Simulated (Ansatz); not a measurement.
## Electronic structure of Ta₁₂H₃N (slab) in real space

Input file:

```
crystal:
  lattice:
    - [5.6896945745, 0.0, 0.0]
    - [-1.8965648582, 5.3642954887, 0.0]
    - [0.0, 0.0, 24.2511161666]
  atoms:
    - { symbol: Ta, position: [0.25, 0.25, 0.3298817236] }
    - { symbol: Ta, position: [0.25, 0.75, 0.3298817236] }
    - { symbol: Ta, position: [0.75, 0.25, 0.3298817236] }
    - { symbol: Ta, position: [0.75, 0.75, 0.3298817236] }
    - { symbol: Ta, position: [0.5, 0.5, 0.4237625259] }
    - { symbol: Ta, position: [0.5, 0.0, 0.4237625259] }
    - { symbol: Ta, position: [0.0, 0.5, 0.4237625259] }
    - { symbol: Ta, position: [0.0, 0.0, 0.4237625259] }
    - { symbol: Ta, position: [0.75, 0.75, 0.5174602379] }
    - { symbol: Ta, position: [0.75, 0.25, 0.5174602379] }
    - { symbol: Ta, position: [0.25, 0.75, 0.5174602379] }
    - { symbol: Ta, position: [0.25, 0.25, 0.5174602379] }
    - { symbol: "N", position: [1.1003271098, 0.6389143142, 0.6363867228] }
    - { symbol: H, position: [1.0, 0.5, 0.6090024162] }
    - { symbol: H, position: [1.2875625997, 0.688781103, 0.624948074] }
    - { symbol: H, position: [1.0847142374, 0.5556135775, 0.6752055546] }
basis:
  ecutwfc: 420
kpoints:
  mp_grid: { grid: [4, 4, 1] }
hamiltonian:
  xc: pbe
  dispersion: d3bj
scf:
  occupations: { method: gaussian, width: 0.1 }
output:
  forces: true
  eigenvalues: true
  write_density: true
  write_potential: true
  elf: true
  volumetric_format: npy
relax:
  adjacent_minimum: "off"
  f_tol: 0.04
  max_steps: 100
  constraints: [{ sites: [0, 1, 2, 3] }]
efield:
  axis: 3
  dipole_correction: true
  ramp_width: 0.04
```

Launched as:

```sh
ansatz run input.yaml --threads 4 --pin off --max-ram 10240MiB --backend cpu --events-out ev --progress --plain --runs-dir out
```

The fields are those of the run's last geometry, not of the input's.

Level of theory: DFT PBE+D3(BJ), scalar-relativistic, plane waves, PAW in Ansatz.

Core electrons are frozen (PAW), and the valence fields are smoothed inside the atomic spheres.

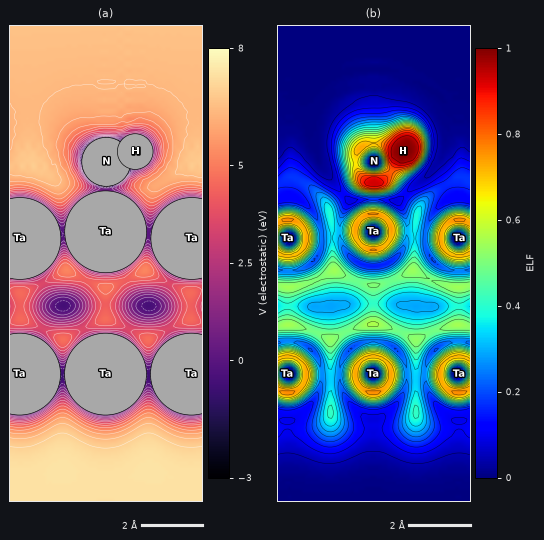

Figure 1. (a) electrostatic potential energy of an electron; (b) electron localisation function on the (010) plane of the calculation cell, a cut from vacuum to vacuum. Grey discs cover the atomic cores in the potential map.

Q: Describe what can be read from this map.

A: The section cuts through Ta, N and H sites.
N–H (1.02 Å): the ELF climbs to about 1 towards the hydrogen, as it does in any bond to H; an ordinary covalent bond to hydrogen.
Ta–N (2.32 Å): the ELF peaks at about 0.95 in the valence shell of N, 0.7 Å from its nucleus, and is about 0.20 at the midpoint: no localised pair shows between them.
Ta–Ta (2.84 Å): the ELF is about 0.35 at the midpoint.
The features right at Ta lie inside the PAW spheres, where the map follows smoothed inner orbitals and isn't to be read closely.

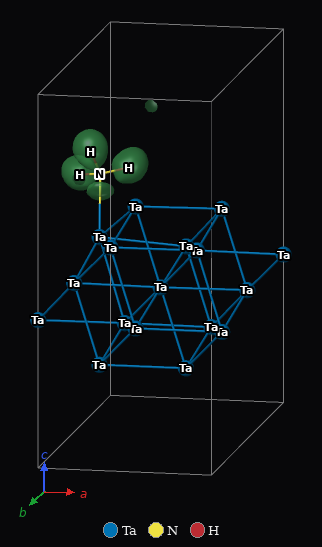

Figure 2. Isosurface of the electron localisation function at 0.85 (green), seen at an oblique angle. Core shells and regions of very low density are left out. Sticks mark near contacts.

Q: Describe the localisation domains.

A: The ELF exceeds this value in three regions around hydrogen nuclei and one lobe of the valence shell of N pointing towards Ta, counted in one cell of 16 atoms. Counts are for one cell; the picture repeats the cell along the surface.

Q: Does the calculation give a band gap?

A: It is metallic or semimetallic at this level of theory: no gap opens.
